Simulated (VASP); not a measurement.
# GaAs: a changed input and its effect

System: GaAs (I-4m2, 2 atoms in the cell).
Method of run 1: DFT, PBE, plane waves, PAW (VASP 6.6.1).

The structure derives from an entry of the Crystallography Open Database. The geometry comes from this level: r2SCAN (a point of a series of strains). 

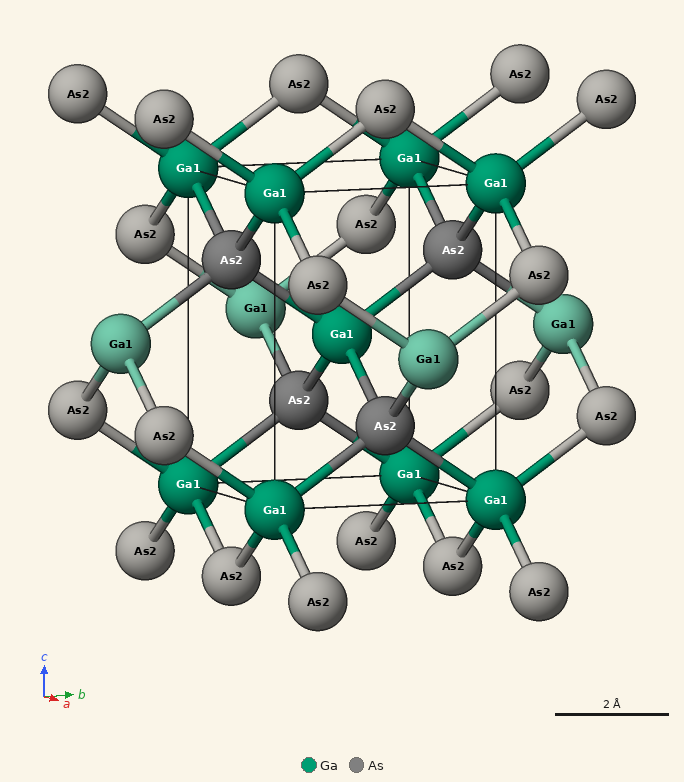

Fig. 1: The structure (ball-and-stick view of the cell 2 times as large as that of the calculation, set on its symmetry axes, seen slightly off an axis; neighbours outside the cell are drawn fainter; atoms are numbered from 1 in the order of the input). Near neighbours in the crystal (not all of them lie inside the picture): Ga has 4 As at 2.54 Å; As has 4 Ga at 2.54 Å.

### INCAR, run 1
```
ENCUT = 520.000000
SIGMA = 0.020000
EDIFF = 1.00e-07
GGA = PE
PREC = Accurate
IBRION = -1
ISIF = 2
ISMEAR = -1
NBANDS = 16
NELM = 120
NSW = 0
LASPH = .TRUE.
LCHARG = .FALSE.
LWAVE = .FALSE.
LREAL = .FALSE.
```

### KPOINTS, run 1
```
KPOINTS created by Atomic Simulation Environment
0
Gamma
8 8 8
0 0 0
```

### KPOINTS_OPT, run 1
```
special points
7
Reciprocal
0.0000000000 0.0000000000 0.0000000000 1
-0.5000000000 -0.5000000000 0.0000000000 1
-0.3750000000 -0.3750000000 0.2500000000 1
-0.3750000000 0.0000000000 0.3750000000 1
0.0000000000 0.0000000000 0.5000000000 1
-0.5000000000 -0.2500000000 0.2500000000 1
-0.0201820000 0.0000000000 -0.0201820000 1
```

### POSCAR, run 1
```
Ga As
 1.0000000000000000
     0.0000000000000000    2.9866362998999998    2.8330831910000001
     2.9866362998999998    0.0000000000000000    2.8330831910000001
     2.9866362998999998    2.9866362998999998    0.0000000000000000
 Ga  As
   1   1
Cartesian
  0.0000000000000000  0.0000000000000000  0.0000000000000000
  1.4933181499499997  1.4933181499499997  1.4165415955000000
```

Command:
```bash
mpirun -np 1 vasp_std
```

Hardware: 1 CPU thread, shared host.

### OSZICAR and lines of OUTCAR (run 1)
```
N       E                     dE             d eps       ncg     rms          rms(c)
DAV:   1     0.819477616781E+02    0.81948E+02   -0.88972E+03  1968   0.146E+03
DAV:   2    -0.163753535121E+01   -0.83585E+02   -0.80097E+02  2192   0.308E+02
DAV:   3    -0.825387386076E+01   -0.66163E+01   -0.65962E+01  2336   0.658E+01
DAV:   4    -0.836345288422E+01   -0.10958E+00   -0.10957E+00  2304   0.941E+00
DAV:   5    -0.836495540752E+01   -0.15025E-02   -0.15025E-02  2416   0.982E-01    0.259E+00
DAV:   6    -0.823726579703E+01    0.12769E+00   -0.21143E-01  2856   0.703E+00    0.153E+00
DAV:   7    -0.822379264131E+01    0.13473E-01   -0.51066E-02  2280   0.150E+00    0.545E-01
DAV:   8    -0.822475030954E+01   -0.95767E-03   -0.89808E-03  2224   0.103E+00    0.820E-02
DAV:   9    -0.822515752707E+01   -0.40722E-03   -0.90537E-04  2456   0.380E-01    0.536E-02
DAV:  10    -0.822522527187E+01   -0.67745E-04   -0.63971E-05  2488   0.659E-02    0.290E-02
DAV:  11    -0.822528183312E+01   -0.56561E-04   -0.84765E-05  2160   0.654E-02    0.454E-03
DAV:  12    -0.822528217585E+01   -0.34273E-06   -0.13883E-06  2408   0.138E-02    0.208E-03
DAV:  13    -0.822528267862E+01   -0.50277E-06   -0.58799E-07  2336   0.574E-03    0.576E-04
DAV:  14    -0.822528268577E+01   -0.71536E-08   -0.15890E-08  1896   0.129E-03
   1 F= -.82252827E+01 E0= -.82252799E+01  d E =-.563527E-05
       N       E                     dE             ncg
DAV:   1     0.125440298865E+04   -0.34508E+04      240
DAV:   2     0.674262175237E+03   -0.58014E+03      264
DAV:   3     0.631544109477E+03   -0.42718E+02      264
DAV:   4     0.630902470620E+03   -0.64164E+00      288
DAV:   5     0.630893623143E+03   -0.88475E-02      280
DAV:   6     0.630893237133E+03   -0.38601E-03      352
DAV:   7     0.630893236319E+03   -0.81408E-06      280
DAV:   8     0.630893236310E+03   -0.92919E-08      240
[... from OUTCAR:]
   NELECT =      18.0000    total number of electrons
 E-fermi :   3.0036
  free  energy   TOTEN  =        -8.2252826858 eV
  energy  without entropy=       -8.2252770505  energy(sigma->0) =       -8.22527987
```

For run 2 the input was changed thus:
```diff
-GGA = PE
+ALGO = Normal
+METAGGA = R2SCAN
-LCHARG = .FALSE.
+LCHARG = .TRUE.
+LELF = .TRUE.
```

Predict how the results change.

The total energies belong to different methods, so their difference says nothing on which is more stable or more accurate. The pressure goes from −3.18 to −5.89 GPa. The functional changes from PBE to R2SCAN. The SCF takes 15 iterations against 14.

### OSZICAR and lines of OUTCAR (run 2)
```
N       E                     dE             d eps       ncg     rms          rms(c)
DAV:   1     0.635871230042E+02    0.63587E+02   -0.91394E+03  1968   0.150E+03
DAV:   2    -0.220897638272E+02   -0.85677E+02   -0.82102E+02  2192   0.317E+02
DAV:   3    -0.289458098526E+02   -0.68560E+01   -0.68357E+01  2352   0.680E+01
DAV:   4    -0.290583678387E+02   -0.11256E+00   -0.11255E+00  2312   0.968E+00
DAV:   5    -0.290598505800E+02   -0.14827E-02   -0.14827E-02  2408   0.998E-01    0.283E+00
DAV:   6    -0.269334781075E+02    0.21264E+01   -0.50972E-01  2016   0.123E+01    0.172E+00
DAV:   7    -0.269292337278E+02    0.42444E-02   -0.13910E-01  2208   0.312E+00    0.775E-01
[...]
   1 F= -.26933607E+02 E0= -.26933574E+02  d E =-.655885E-04
       N       E                     dE             ncg
DAV:   1     0.120519087574E+04   -0.35000E+04      240
DAV:   2     0.605631878429E+03   -0.59956E+03      264
DAV:   3     0.561331536169E+03   -0.44300E+02      272
DAV:   4     0.560658258628E+03   -0.67328E+00      288
DAV:   5     0.560648076568E+03   -0.10182E-01      280
DAV:   6     0.560647622337E+03   -0.45423E-03      360
DAV:   7     0.560647621330E+03   -0.10071E-05      280
DAV:   8     0.560647621320E+03   -0.98876E-08      240
[... from OUTCAR:]
   NELECT =      18.0000    total number of electrons
 E-fermi :   2.8262
  free  energy   TOTEN  =       -26.9336070242 eV
  energy  without entropy=      -26.9335414357  energy(sigma->0) =      -26.93357423
```

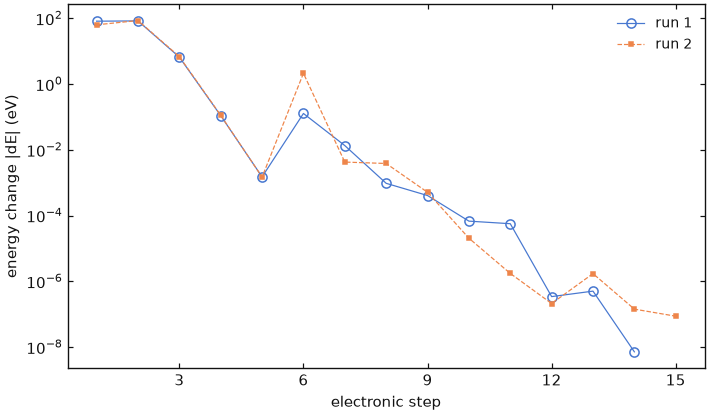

Fig. 2: Convergence of the two runs: energy change |dE| against the electronic step. Run 1 takes 14 steps in all, and run 2 takes 15.

### The two runs side by side

| quantity | run 1 | run 2 |
| --- | --- | --- |
| outcome | converged | converged |
| free energy per atom (eV) | −4.1126 | −13.4668 |
| pressure (GPa) | −3.18 | −5.89 |
| largest force (eV/Å) | 0.000 | 0.000 |
| SCF iterations | 14 | 15 |
| irreducible k-points | 59 | 59 |

For run 2: The cell is under a tension of 5.9 GPa at this level, so it is not at its equilibrium volume.
